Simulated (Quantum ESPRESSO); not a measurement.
## Rh: workfunction calculation (part 2 of 2)

Continued. System: Rh (slab, 6 atoms in the cell). Method: Kohn-Sham DFT of a periodic cell, PBE, PseudoDojo 0.4.1 SR PBE standard, no spin polarisation (Quantum ESPRESSO 7.5); cutoff 1197.3 eV, 11×11×1 k-mesh, fermi-dirac of 0.05 eV. The structure derives from an entry of the Crystallography Open Database.

Geometry of the input (Å; fractional positions):
```
2.6892  0.0000  -0.0000
-1.3446  2.3289  0.0000
0.0000  0.0000  25.9786
Rh 0.6667  0.3333  0.2887
Rh 0.3333  0.6667  0.3732
Rh 0.0000  0.0000  0.4577
Rh 0.6667  0.3333  0.5423
Rh 0.3333  0.6667  0.6268
Rh 0.0000  0.0000  0.7113
```

**Log, continued**
```
   -69.8643 -69.8612 -69.8418 -69.8248 -69.3850 -69.3850 -38.1303 -38.0948
   -38.0695 -38.0416 -37.8253 -37.7822 -37.7200 -37.6836 -37.6535 -37.6291
   -37.5996 -37.5738 -37.5556 -37.5464 -37.2214 -37.2214 -37.1261 -37.1259
     2.8342   3.0357   3.1847   3.2438   3.4682   3.6952   3.8434   4.0191
     4.5456   5.2679   5.6090   5.7760   5.9887   6.5273   6.6297   7.0279
     7.3199   7.6454   8.2026   8.2941   8.9166   8.9559   9.3617   9.4301
     9.4442   9.5125   9.6142   9.7504   9.9417   9.9605  10.1340  11.2963
    11.8613  12.0964  13.2632  14.4022  16.9562  16.9658  17.6894  18.3283
    19.1034  19.4861

          k = 0.1431 0.2479 0.0000 ( 15379 PWs)   bands (ev):

   -69.9429 -69.9269 -69.8925 -69.8581 -69.4406 -69.4406 -38.0791 -37.9508
   -37.7783 -37.6573 -37.6217 -37.6187 -37.5657 -37.5565 -37.5444 -37.5153
   -37.5010 -37.4709 -37.2145 -37.2144 -37.1520 -37.1510 -37.1252 -37.1251
     2.0553   2.6931   3.4442   3.5423   3.9190   4.0346   5.0865   5.1770
     5.3175   5.4582   5.6405   5.8824   6.0473   6.2163   6.3166   6.3624
     6.3869   6.5160   6.5724   6.6971   6.7809   7.0655   7.1721   7.4909
     7.5281   7.5611   7.6865   8.1272   8.1415   8.4696   8.6329   9.0560
     9.3226   9.4086  10.4589  11.7028  12.6221  14.6407  14.9220  16.1124
    17.3085  19.0101

          k = 0.1431 0.4131 0.0000 ( 15359 PWs)   bands (ev):

   -69.9187 -69.9061 -69.8759 -69.8455 -69.4225 -69.4225 -38.0299 -37.9433
   -37.8444 -37.7867 -37.7398 -37.7141 -37.6320 -37.6009 -37.5840 -37.5552
   -37.5334 -37.5027 -37.3372 -37.3368 -37.1646 -37.1646 -37.1425 -37.1422
     2.9017   3.3644   3.8666   4.0178   4.2948   4.5550   4.5837   4.8217
     4.9749   5.1859   5.2562   5.6689   5.9755   6.0859   6.1141   6.3050
     6.3685   6.5984   6.8101   7.1255   7.1872   7.2996   7.4143   7.6317
     7.7357   8.0689   8.1998   8.2630   8.5434   8.5986   8.9550   9.0097
     9.3270  10.0636  11.4944  13.0126  14.2152  15.6409  15.7947  17.0728
    17.8997  19.5968

          k = 0.1431 0.5784 0.0000 ( 15320 PWs)   bands (ev):

   -69.8912 -69.8829 -69.8580 -69.8332 -69.4028 -69.4028 -38.0104 -37.9925
   -37.9281 -37.9199 -37.8606 -37.7639 -37.6706 -37.6543 -37.6291 -37.6057
   -37.5619 -37.5365 -37.4612 -37.4597 -37.2071 -37.2070 -37.1333 -37.1331
     3.3613   3.5204   3.6755   3.8188   3.9218   4.1897   4.3665   4.6350
     4.8582   5.3177   5.5384   5.8392   5.9565   6.1233   6.3018   6.4086
     6.7706   6.9836   7.1003   7.2417   7.5408   7.7902   7.9582   8.1415
     8.4582   8.5973   8.8830   9.0659   9.1729   9.3861   9.4663   9.5713
     9.7432  10.9696  12.6314  14.3647  15.7930  16.9647  17.0942  18.4345
    18.7750  20.4131

          k = 0.1431 0.7436 0.0000 ( 15273 PWs)   bands (ev):

   -69.8686 -69.8646 -69.8443 -69.8257 -69.3877 -69.3877 -38.0882 -38.0596
   -38.0292 -38.0018 -37.8434 -37.7746 -37.7133 -37.6968 -37.6577 -37.6440
   -37.5876 -37.5724 -37.5407 -37.5345 -37.2392 -37.2392 -37.1266 -37.1265
     3.1107   3.2649   3.4105   3.5328   3.7261   3.8961   4.0932   4.3210
     4.6622   5.1844   5.5973   5.9061   6.0641   6.2058   6.4901   6.7736
     7.0196   7.4223   7.6366   8.0815   8.2074   8.3755   8.7417   8.8435
     8.9016   8.9812   9.3554   9.3695   9.5779   9.7669  10.6647  11.1450
    11.4334  12.2704  13.7243  15.3461  17.1355  17.4297  18.0087  18.6969
    18.8402  19.2732

          k = 0.1431 0.9089 0.0000 ( 15280 PWs)   bands (ev):

   -69.8596 -69.8575 -69.8389 -69.8240 -69.3820 -69.3820 -38.1268 -38.0886
   -38.0649 -38.0399 -37.8154 -37.7803 -37.7356 -37.7111 -37.6669 -37.6619
   -37.5998 -37.5898 -37.5591 -37.5590 -37.2512 -37.2511 -37.1241 -37.1240
     2.9509   3.1946   3.2938   3.3993   3.6498   3.7610   3.9973   4.2051
     4.5795   5.1751   5.4403   5.8711   5.9956   6.3136   6.6608   6.7072
     7.3477   7.5672   7.7664   8.3778   8.5983   8.7150   8.8956   9.1988
     9.3449   9.3517   9.4736   9.4902   9.6889   9.8200  11.6161  12.4734
    13.2535  13.4753  13.6877  13.7263  16.9607  16.9608  17.7156  18.3085
    19.2271  19.8960

          k = 0.2862 0.4958 0.0000 ( 15313 PWs)   bands (ev):

   -69.8947 -69.8858 -69.8602 -69.8346 -69.4052 -69.4052 -37.9947 -37.9664
   -37.9090 -37.8839 -37.8472 -37.7647 -37.6682 -37.6469 -37.6385 -37.6008
   -37.5934 -37.5359 -37.4288 -37.4285 -37.2220 -37.2219 -37.1338 -37.1338
     3.6441   3.7508   4.0286   4.2471   4.2989   4.4493   4.5835   4.7848
     4.8441   4.9834   5.4721   5.5221   5.7416   5.9539   5.9562   6.0767
     6.1633   6.7314   6.7334   7.0043   7.3485   7.3628   7.8002   8.1551
     8.2839   8.3218   8.9872   9.0262   9.1263   9.3805   9.5709   9.6157
     9.8616  11.0352  12.6057  14.2627  15.6328  16.8177  16.8884  18.2807
    18.6806  20.6076

          k = 0.2862 0.6610 0.0000 ( 15262 PWs)   bands (ev):

   -69.8711 -69.8666 -69.8458 -69.8263 -69.3893 -69.3893 -38.0279 -38.0150
   -37.9699 -37.9584 -37.8734 -37.7790 -37.7250 -37.7073 -37.6764 -37.6621
   -37.6294 -37.5681 -37.5011 -37.5000 -37.2807 -37.2806 -37.1263 -37.1262
     3.5934   3.7061   3.8853   4.1134   4.1676   4.2686   4.4843   4.8313
     4.9395   5.0876   5.4476   5.5114   5.7136   5.9746   6.2481   6.5375
     6.5811   6.8251   6.8881   7.1410   7.5190   7.8073   7.8868   8.1161
     8.4333   8.5913   9.2978   9.4628   9.5691   9.7584  11.0917  11.2756
    11.6707  12.6274  14.0792  15.7182  17.1744  18.1163  18.4724  18.9576
    19.5178  19.8681

          k = 0.2862 0.8263 0.0000 ( 15268 PWs)   bands (ev):

   -69.8561 -69.8546 -69.8366 -69.8236 -69.3798 -69.3798 -38.0791 -38.0422
   -38.0195 -37.9988 -37.8372 -37.7975 -37.7677 -37.7439 -37.7136 -37.6863
   -37.6371 -37.5965 -37.5391 -37.5371 -37.3170 -37.3168 -37.1219 -37.1218
     3.3319   3.6555   3.7652   3.8549   4.1250   4.1686   4.3750   4.7850
     4.8376   4.9386   5.1776   5.7457   5.9292   6.1655   6.3848   6.6056
     6.7422   7.0323   7.4628   7.5504   7.7013   8.0387   8.4175   8.5863
     8.7176   8.9134   9.2706   9.3703   9.5656   9.7545  12.7707  13.1932
    13.6595  14.3364  15.1703  15.7738  17.3470  17.4184  17.8737  18.7785
    19.6744  19.7400

          k = 0.4293 0.7436 0.0000 ( 15248 PWs)   bands (ev):

   -69.8547 -69.8536 -69.8357 -69.8235 -69.3790 -69.3790 -38.0265 -38.0176
   -37.9870 -37.9495 -37.8960 -37.8220 -37.7890 -37.7696 -37.7247 -37.6970
   -37.6562 -37.5978 -37.5105 -37.5095 -37.3633 -37.3631 -37.1209 -37.1209
     3.7760   3.7871   4.0155   4.2733   4.4639   4.5697   4.6274   4.8538
     4.8654   5.1480   5.1592   5.6074   5.6480   5.9945   6.1938   6.5496
     6.5674   6.7757   6.8197   7.2972   7.4255   7.7329   7.9368   8.0222
     8.3846   8.7957   9.2658   9.4567   9.5200   9.7457  13.0234  13.3434
    13.9237  14.8267  16.0479  17.3872  17.8643  17.9472  18.4165  18.4546
    18.7211  19.4610

          k = 0.4293 0.9089 0.0000 ( 15264 PWs)   bands (ev):

   -69.8485 -69.8484 -69.8302 -69.8246 -69.3751 -69.3751 -38.0259 -37.9881
   -37.9703 -37.9672 -37.8826 -37.8746 -37.8490 -37.7986 -37.7300 -37.7015
   -37.6475 -37.6221 -37.5023 -37.5014 -37.4071 -37.4070 -37.1190 -37.1189
     3.7239   4.0914   4.1633   4.2091   4.4267   4.5458   4.6353   4.7733
     4.8612   5.1519   5.1915   5.6414   5.8175   6.0656   6.1191   6.4334
     6.5280   6.8852   6.9220   7.2400   7.5216   7.7728   7.9797   8.1060
     8.8382   8.8965   9.1226   9.1882   9.3754   9.4033  14.8858  15.0663
    15.3661  15.7542  16.2608  16.8396  17.3281  17.6800  17.8721  18.1977
    18.3090  19.1157

     the Fermi energy is     8.9368 ev

!    total energy              =   -1407.35064961 Ry
     estimated scf accuracy    <          8.6E-10 Ry
     smearing contrib. (-TS)   =      -0.00596191 Ry
     internal energy E=F+TS    =   -1407.34468770 Ry

     The total energy is F=E-TS. E is the sum of the following terms:
     one-electron contribution =  -12152.55688350 Ry
     hartree contribution      =    6101.74123223 Ry
     xc contribution           =    -226.89290824 Ry
     ewald contribution        =    4870.36387181 Ry

     convergence has been achieved in  16 iterations

     Forces acting on atoms (cartesian axes, Ry/au):

     atom    1 type  1   force =     0.00000000   -0.00000000    0.00298861
     atom    2 type  1   force =    -0.00000000    0.00000000   -0.00612247
     atom    3 type  1   force =     0.00000000   -0.00000000   -0.00908106
     atom    4 type  1   force =     0.00000000    0.00000000    0.00908106
     atom    5 type  1   force =    -0.00000000   -0.00000000    0.00612247
     atom    6 type  1   force =    -0.00000000    0.00000000   -0.00298861

     Total force =     0.016055     Total SCF correction =     0.000158

=------------------------------------------------------------------------------=
   JOB DONE.
=------------------------------------------------------------------------------=
```

**File pp_density.out**
```
This program is part of the open-source Quantum ESPRESSO suite
     for quantum simulation of materials; please cite
         "P. Giannozzi et al., J. Phys.:Condens. Matter 21 395502 (2009);
         "P. Giannozzi et al., J. Phys.:Condens. Matter 29 465901 (2017);
         "P. Giannozzi et al., J. Chem. Phys. 152 154105 (2020);
          URL
     in publications or presentations arising from this work. More details at

     ./tmp/pwscf.save/

     IMPORTANT: XC functional enforced from input :
     Exchange-correlation= PBE
                           (   1   4   3   4   0   0   0)
     Any further DFT definition will be discarded
     Please, verify this is what you really want

     G-vector sticks info
     --------------------
     sticks:   dense  smooth     PW     G-vecs:    dense   smooth      PW
     Sum         637     637    187               122417   122417   19533

     Using Slab Decomposition

     Calling punch_plot, plot_num =   0
     Writing data to file  density.dat
     Reading data from file  density.dat

     Writing data to be plotted to file density.cube
     Plot Type: 3D                     Output format: Gaussian cube

=------------------------------------------------------------------------------=
   JOB DONE.
=------------------------------------------------------------------------------=
```

**File pp_potential.out**
```
This program is part of the open-source Quantum ESPRESSO suite
     for quantum simulation of materials; please cite
         "P. Giannozzi et al., J. Phys.:Condens. Matter 21 395502 (2009);
         "P. Giannozzi et al., J. Phys.:Condens. Matter 29 465901 (2017);
         "P. Giannozzi et al., J. Chem. Phys. 152 154105 (2020);
          URL
     in publications or presentations arising from this work. More details at

     ./tmp/pwscf.save/

     IMPORTANT: XC functional enforced from input :
     Exchange-correlation= PBE
                           (   1   4   3   4   0   0   0)
     Any further DFT definition will be discarded
     Please, verify this is what you really want

     G-vector sticks info
     --------------------
     sticks:   dense  smooth     PW     G-vecs:    dense   smooth      PW
     Sum         637     637    187               122417   122417   19533

     Using Slab Decomposition

     Calling punch_plot, plot_num =  11
     Writing data to file  potential.dat
     Reading data from file  potential.dat

     Writing data to be plotted to file potential.cube
     Plot Type: 3D                     Output format: Gaussian cube

=------------------------------------------------------------------------------=
   JOB DONE.
=------------------------------------------------------------------------------=
```

**File pp_elf.out**
```
This program is part of the open-source Quantum ESPRESSO suite
     for quantum simulation of materials; please cite
         "P. Giannozzi et al., J. Phys.:Condens. Matter 21 395502 (2009);
         "P. Giannozzi et al., J. Phys.:Condens. Matter 29 465901 (2017);
         "P. Giannozzi et al., J. Chem. Phys. 152 154105 (2020);
          URL
     in publications or presentations arising from this work. More details at

     ./tmp/pwscf.save/

     IMPORTANT: XC functional enforced from input :
     Exchange-correlation= PBE
                           (   1   4   3   4   0   0   0)
     Any further DFT definition will be discarded
     Please, verify this is what you really want

     G-vector sticks info
     --------------------
     sticks:   dense  smooth     PW     G-vecs:    dense   smooth      PW
     Sum         637     637    187               122417   122417   19533

     Using Slab Decomposition

     Calling punch_plot, plot_num =   8
     Message from routine do_elf_kin:
     elf/kin + US not fully implemented
     Writing data to file  elf.dat
     Reading data from file  elf.dat

     Writing data to be plotted to file elf.cube
     Plot Type: 3D                     Output format: Gaussian cube

=------------------------------------------------------------------------------=
   JOB DONE.
=------------------------------------------------------------------------------=
```

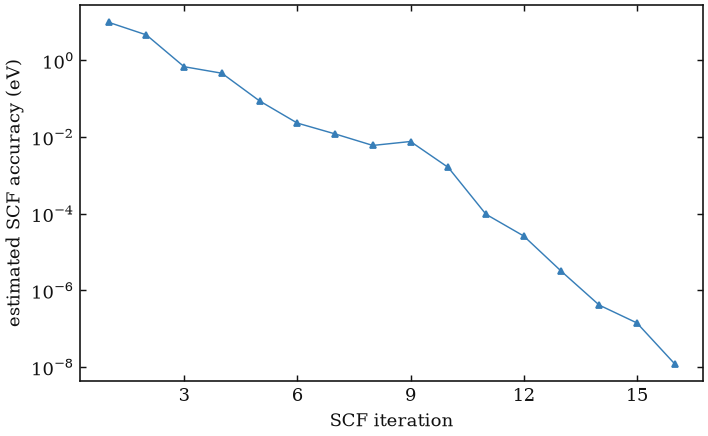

*Convergence of the self-consistent field: estimated SCF accuracy against the iteration.*

The field takes 16 iterations in all.

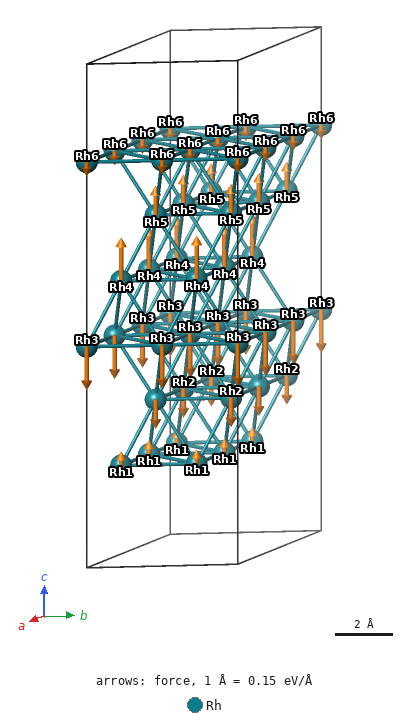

*Forces on the atoms as orange arrows (ball-and-stick view of the 3 × 2 repeat of the cell, with the vacuum cut short, seen slightly off an axis; atoms are numbered from 1 in the order of the input).*

The largest act on Rh3, Rh4 (0.23 eV/Å); Rh2, Rh5 (0.16 eV/Å); Rh1, Rh6 (0.08 eV/Å). The geometry is not a stationary point of this energy.

**Summary**

| quantity | value |
| --- | --- |
| outcome | converged |
| electrons treated | 102 |
| free energy | −19147.9811 eV |
| work function, top face | 5.19 eV |
| work function, bottom face | 5.19 eV |
| Fermi energy of the self-consistent step | 8.937 eV |
| gap on the k-point mesh | none (metallic) |
| work function (upper face) | 5.19 eV |
| largest force (length of the vector) | 0.233 eV/Å |
| hardware | 1 thread of Arm Neoverse V1, 24 GiB of memory available, shared host |
| wall time | 10 min |
| peak memory | 0.46 GiB |

Notes on the run: negative rho.
